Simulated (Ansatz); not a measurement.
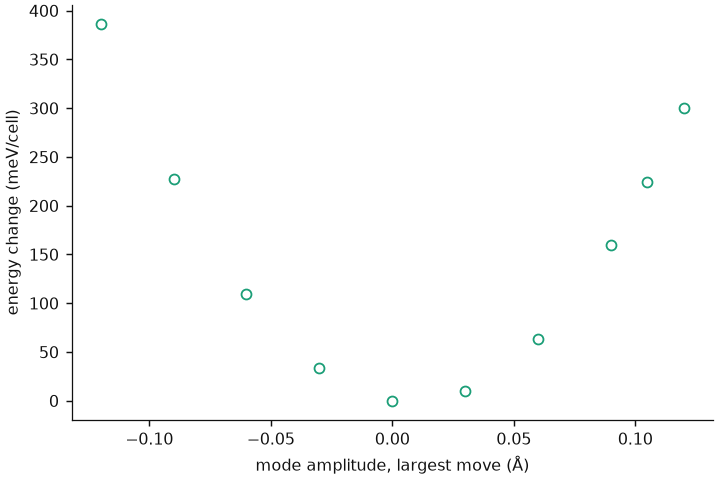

The picture above shows the energy change against mode amplitude for AlGaN₂, space group P-4m2 (No. 115).

The given structure:
```xyz
4
Lattice="3.1409 0.0000 0.0000 0.0000 3.1409 0.0000 0.0000 0.0000 4.4238" Properties=species:S:1:pos:R:3 pbc="T T T"
Al    1.5704    1.5704    2.2119
Ga    0.0000    0.0000    0.0000
N     1.5704    0.0000    3.2660
N     0.0000    1.5704    1.1579
```

Displacement pattern for amplitude 1 (x, y, z for each atom, in the order of the cell):
```tsv
atom	x	y	z
Al1	0.00	0.00	0.00
Ga2	0.00	0.00	0.00
N3	0.00	0.00	1.00
N4	0.00	0.00	-1.00
```

Computed with Ansatz 0.2.0: a normal mode of the cell frozen into a crystal at growing amplitude, by plane-wave density functional theory with PAW datasets, free energies less that of the undisturbed cell, pressure positive in compression; scalar-relativistic. Level: LDA, no spin polarisation.

wave cutoff 420 eV; k mesh 8×8×6; occupations Gaussian; smearing width 0.05 eV; k shift (0, 0, 0) (mesh steps); start as given.

From this curve and the settings, what does the calculation give for the force along the mode, pressure and gap on the k mesh at the same points?

The force along the mode falls from 6.0 eV/Å at mode amplitude −0.120 Å to −5.4 eV/Å at 0.120 Å, and changes sign near 0.008 Å. The pressure goes from −2.601 GPa at mode amplitude −0.120 Å to −2.815 GPa at 0.120 Å, not monotonically, with a low of −4.971 GPa at 0.000 Å. The gap on the k mesh stays open and runs from 2.564 eV at mode amplitude −0.120 Å to 2.789 eV at 0.120 Å, with its largest value, 2.883 eV, at 0.060 Å.

```
mode amplitude, largest move (Å)  force along the mode (eV/Å)  pressure (GPa)  gap on the k mesh (eV)
                          -0.120                          6.0          -2.601                   2.564
                          -0.090                          4.6          -3.607                   2.664
                          -0.060                          3.2          -4.340                   2.747
                          -0.030                          1.8          -4.796                   2.812
                           0.000                          0.4          -4.971                   2.856
                           0.030                         -1.1          -4.862                   2.881
                           0.060                         -2.5          -4.467                   2.883
                           0.090                         -4.0          -3.785                   2.862
                           0.105                         -4.7          -3.336                   2.825
                           0.120                         -5.4          -2.815                   2.789
```

Limits of the calculation: reference crystal is not relaxed.
